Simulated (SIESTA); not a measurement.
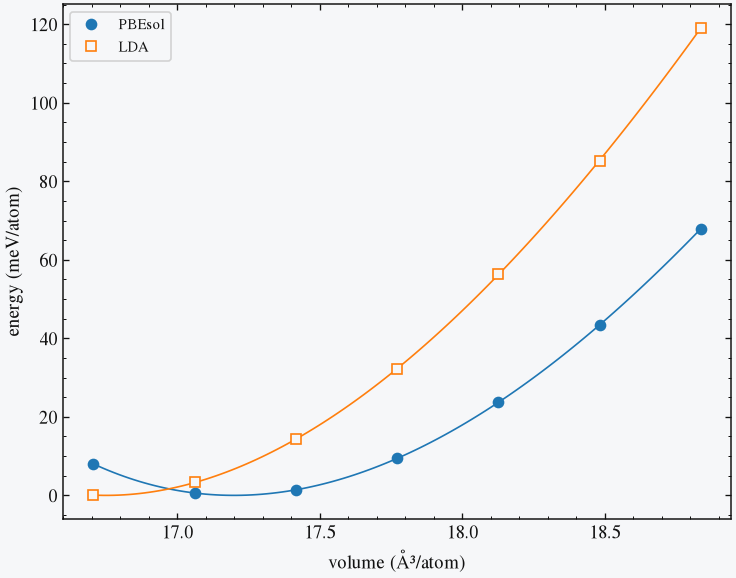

Plotted: energy against volume, with one curve for each functional, for Au (space group P6_3/mmc).

Computed with SIESTA 5.4.2: DFT in numerical atomic orbitals with pseudopotentials, no spin polarisation; energies at scaled volumes of the given cell, shape and fractions fixed, counted from the fit's minimum, third-order Birch-Murnaghan fit. All runs: no spin polarisation.

k mesh 11×11×6; occupations Fermi–Dirac; smearing width 0.05 eV; potentials PseudoDojo 0.4 standard, converted to PSML, two zetas on semicore shells.

### Order the curves by fitted equilibrium volume, smallest first.

LDA 16.750, PBEsol 17.199 Å³/atom.

### Order the curves by fitted bulk modulus, smallest first.

PBEsol 170.2, LDA 188.5 GPa.

Limits of the calculation: the fit and the printed pressures don't fully agree, or the minimum lies near the end of the range (LDA); mulliken charges of long orbitals; short basis over semicore shells; spin-orbit coupling left out, heavy elements; shape and atomic fractions are frozen while scaling, which makes layered, chain and framework solids too stiff.
